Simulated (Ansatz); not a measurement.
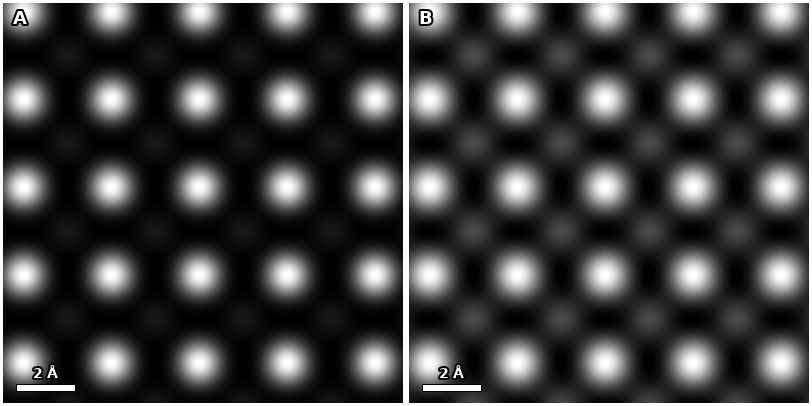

Two simulated images of the same area of AlSb (F-43m, No. 216) along [001], with a probe of 1.21 Å. One is incoherent Z contrast (Z^1.6 per atom), the other the projected potential of neutral atoms blurred by the probe (iDPC-like, thin sample). Brightness is counted from the darkest point of the image. Atomic positions: coordinates from a relaxation with Ansatz, DFT PBE+D3(BJ), scalar-relativistic, plane waves, PAW.

Which panel is which, and how can one tell?

A is the Z-contrast image and B the potential image. The columns of 1 Al per repeat reach about 9 % of the brightest peak (1 Sb) in A but about 29 % in B, mainly since the potential grows much more slowly with atomic number.
